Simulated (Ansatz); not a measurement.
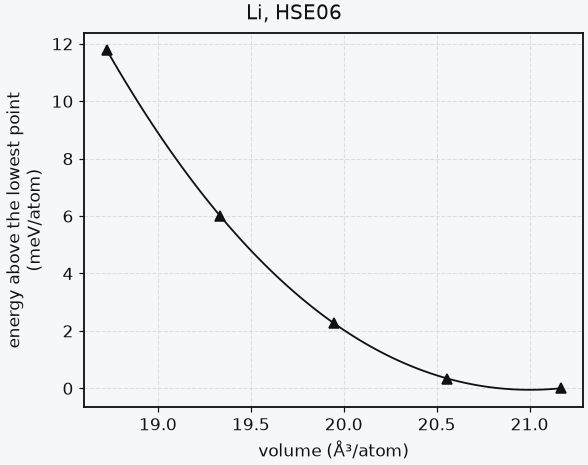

The picture above shows the energy above the lowest point against volume for Li, space group Im-3m (No. 229) (one of a set of cubic test structures, which need not be the stable phase).

Method: equation of state of a cubic crystal from periodic Kohn-Sham density functional theory without spin, third-order Birch-Murnaghan fit to the free energies; pressure corrected for the finite basis (Ansatz 0.2.0 development build). Level: HSE06.

| setting | value |
| --- | --- |
| structure type | bcc |
| atoms in cell | 1 |
| space group number | 229 |
| lattice centring | body-centred primitive |
| k mesh | 6×6×6 |
| occupation method | Fermi–Dirac |
| occupation width | 0.1 eV |
| wave cutoff | 700 eV |
| datasets | hard PAW |
| density tolerance | 0 eV |
| bands | 6 |
| density cutoff ratio | 4 |
| search for lower states | default |
| exchange singularity | regularized |

**How stiff is the solid, and where is its volume at rest?**

A third-order Birch–Murnaghan fit gives V0 = 21.00 Å³/atom, B0 = 13 GPa and B′ = 3.4.

Limits of the calculation: coarse k-mesh, values are not converged in k; pseudopotentials made with PBE, not this functional.
